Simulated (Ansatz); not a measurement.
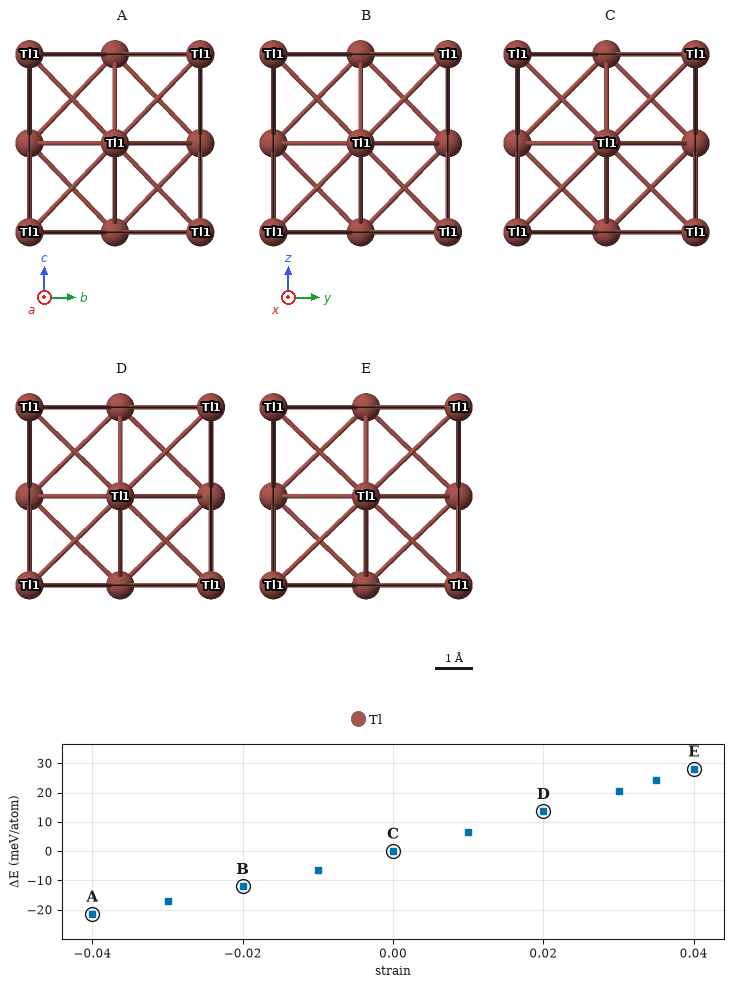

A crystal of Tl (Fm-3m): the cell is strained along y alone, with the atoms kept at their fractional coordinates. x, y and z are the Cartesian axes of the input. The lettered frames are marked on the plot. A ball-and-stick model of the conventional cell (4 times the calculation's cell), seen along the a axis. Lengths and directions refer to the drawn axes.

Computed with DFT LDA, scalar-relativistic, plane waves, PAW (Ansatz 0.2.0). Set-up: plane-wave cutoff 420 eV; k-point mesh 16 × 16 × 16; occupations gaussian; smearing width 0.15 eV; no spin polarisation. Energies (free energies at the smearing named) are counted from the cell as listed in its source, which wasn't relaxed.

### Read off the main features of the energy profile.

Of the computed points the lowest is at the strain −0.04, −21.5 meV/atom. The energy is still falling at the end of the range, so the minimum along this coordinate lies there or beyond. The unrelaxed reference is under a pressure of −3.5 GPa, which tilts the curve. The distortion takes the space group from Fm-3m to I4/mmm. At the strain −0.04 the cell of the drawing goes b 4.933 → 4.735 Å.

The computed points:

```
strain  ΔE (meV/atom)
−0.040          −21.5
−0.030          −17.2
−0.020          −12.1
−0.010           −6.3
 0.000            0.0
 0.010            6.7
 0.020           13.6
 0.030           20.7
 0.035           24.3
 0.040           28.1
```
